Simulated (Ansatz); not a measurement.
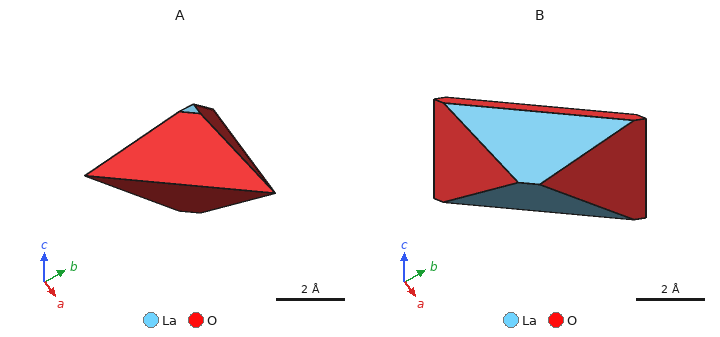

Computed Voronoi cells of the 2 sites of this structure, drawn to one scale and in one orientation; each face has the colour of the neighbour behind it.

La2O3, space group P6/mmm (No. 191), a = 6.371 Å, b = 6.371 Å, c = 3.287 Å, α = 90.00°, β = 90.00°, γ = 120.00°

| site | Wyckoff | x | y | z |
| --- | --- | --- | --- | --- |
| La | 2d | 0.3333 | 0.6667 | 0.5000 |
| O | 3f | 0.5000 | 0.5000 | 0.0000 |

Source: coordinates from a relaxation with Ansatz 0.2.0, DFT, PBE, plane waves, PAW.

### Which cell belongs to which site?

A is La (6 faces above 1 % of the solid angle, 17.5 Å³, mostly facing O); B is O (10 faces above 1 % of the solid angle, 26.8 Å³, mostly facing La).
